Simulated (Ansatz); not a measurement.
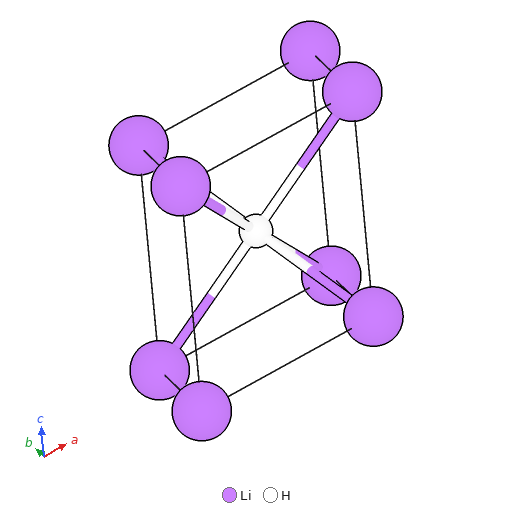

System: LiH, space group Fm-3m (No. 225). The picture shows the cell.

The given structure:
```xyz
2
Lattice="0.0000 2.0325 2.0325 2.0325 0.0000 2.0325 2.0325 2.0325 0.0000" Properties=species:S:1:pos:R:3 pbc="T T T"
Li    0.0000    0.0000    0.0000
H     2.0325    2.0325    2.0325
```

Calculation (Ansatz 0.2.0): all atoms of one element of a crystal moved along a line, all else fixed, by plane-wave density functional theory with PAW datasets, free energies less that of the undisturbed cell; scalar-relativistic. Level: PBE, no spin polarisation.

```
       setting                                             value
   wave cutoff                                            420 eV
        k mesh                                          10×10×10
   occupations                                          Gaussian
smearing width                                           0.05 eV
       k shift                            (0, 0, 0) (mesh steps)
         start                                          as given
 moved element                                                 H
     direction  (0.5774, 0.5774, 0.5774) (Cartesian unit vector)
```

The points at displacement −0.15, −0.05, 0.1 and 0.2 follow from computed ones by symmetry.

Predict the energy change and force along the direction (sum over moved atoms) against displacement. The displacement takes the values −0.200, −0.150, −0.100, −0.050, 0.000, 0.025, 0.050, 0.075, 0.100, 0.125, 0.150, 0.175, 0.200 Å.

The energy change is 0.0189 eV/cell at displacement −0.200 Å and 0.0189 eV/cell at 0.200 Å; the lowest computed point is at displacement 0.000 Å (0.0000 eV/cell). The force along the direction (sum over moved atoms) falls from 0.1874 eV/Å at displacement −0.200 Å to −0.1874 eV/Å at 0.200 Å, and changes sign near 0.000 Å. The harmonic force constant k (E = k x²/2 near the start) is 0.95 eV/Å².

```csv
displacement (Å),energy change (eV/cell),force along the direction (sum over moved atoms) (eV/Å)
-0.200,0.0189,0.1874
-0.150,0.0106,0.1413
-0.100,0.0047,0.0946
-0.050,0.0012,0.0475
0.000,0.0000,0.0000
0.025,0.0003,-0.0237
0.050,0.0012,-0.0475
0.075,0.0027,-0.0710
0.100,0.0047,-0.0946
0.125,0.0074,-0.1181
0.150,0.0106,-0.1413
0.175,0.0145,-0.1645
0.200,0.0189,-0.1874
```

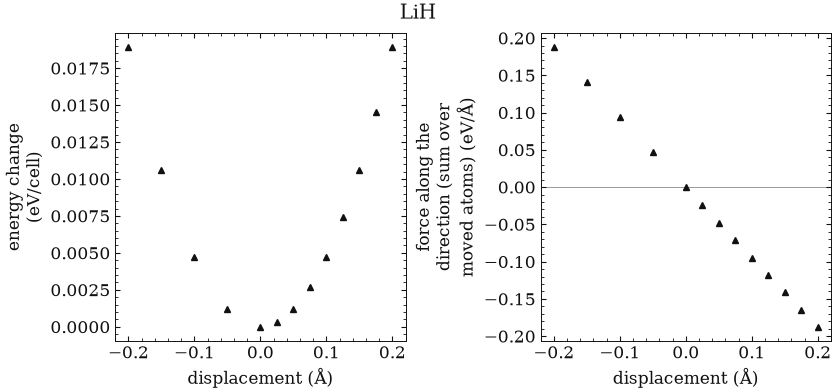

Note: reference crystal is not relaxed.
